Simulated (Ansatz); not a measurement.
```
Ti C
1.0
     4.29261   -0.00005    0.00001
    -0.00005    4.29357    0.00005
     0.00001    0.00005    4.29356
Ti C
4 4
Direct
  0.50001 0.00000 0.50000
  0.50001 0.50000 0.00000
  0.99999 0.50000 0.50000
  0.99999 0.00000 0.00000
  0.00001 0.00000 0.50000
  0.00001 0.50000 0.00000
  0.49999 0.50000 0.50000
  0.49999 0.00000 0.00000
```

Space group Fm-3m; computed without spin polarisation.

Level of theory: Ansatz, DFT PBEsol, scalar-relativistic, plane waves, PAW.

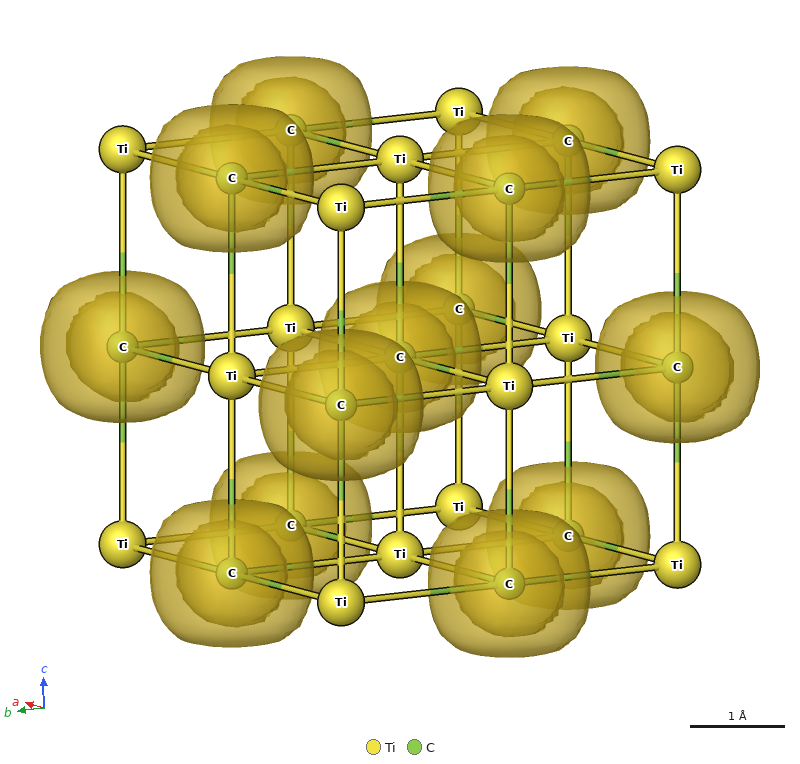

TiC. Isosurface of the electron localisation function at 0.75 (yellow), seen at an oblique angle. Only the valence region is drawn (cores and ρ < 0.01 e/Å³ removed). Sticks mark near contacts.

**Identify the bonds, lone pairs and shells in this picture.**

The ELF exceeds this value in four regions wrapped around C (the valence shell of each), counted in one cell of 8 atoms. Regions shared between cells count once. Along the contacts the grid gives the following. Ti–C (2.15 Å): the ELF peaks at about 0.80 in the valence shell of C, 0.7 Å from its nucleus, and is about 0.25 at the midpoint.

**Does the calculation make it a metal, or give it a gap?**

It is metallic or semimetallic at this level of theory: no gap opens.
